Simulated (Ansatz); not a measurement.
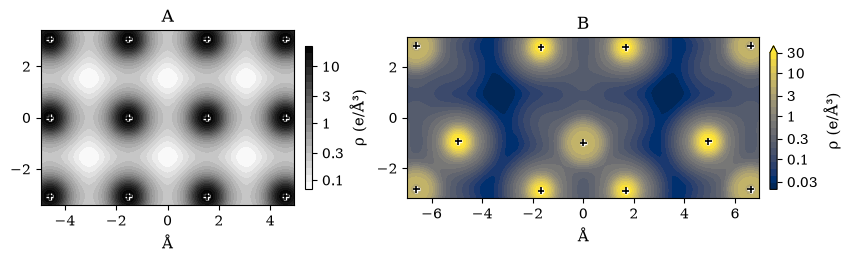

The valence charge density (pseudo) of 2 systems, each on a plane through atoms (crosses mark nuclei in the plane).

Level of theory: DFT PBEsol, scalar-relativistic, plane waves, PAW (Ansatz 0.2.0).

System 1: Sb, the (001) plane of the conventional cell. Space group Pm-3m; computed without spin polarisation.

```
Sb
1.0
     3.06174    0.00000    0.00000
     0.00000    3.06174    0.00000
     0.00000    0.00000    3.06174
Sb
1
Direct
  0.00000 0.00000 0.00000
```

System 2: WSe₂, the (101) plane of the conventional cell. Space group P2₁/m.

Which map belongs to which system?

Answer. Panel A is system 1, Sb: the plane holds Sb. Sb–Sb (3.06 Å): the density is about 0.27 e/Å³ at the midpoint. Panel B is system 2, WSe₂: the plane holds W and Se. W–Se (2.52 Å): ρ at the midpoint is about 0.56 e/Å³.
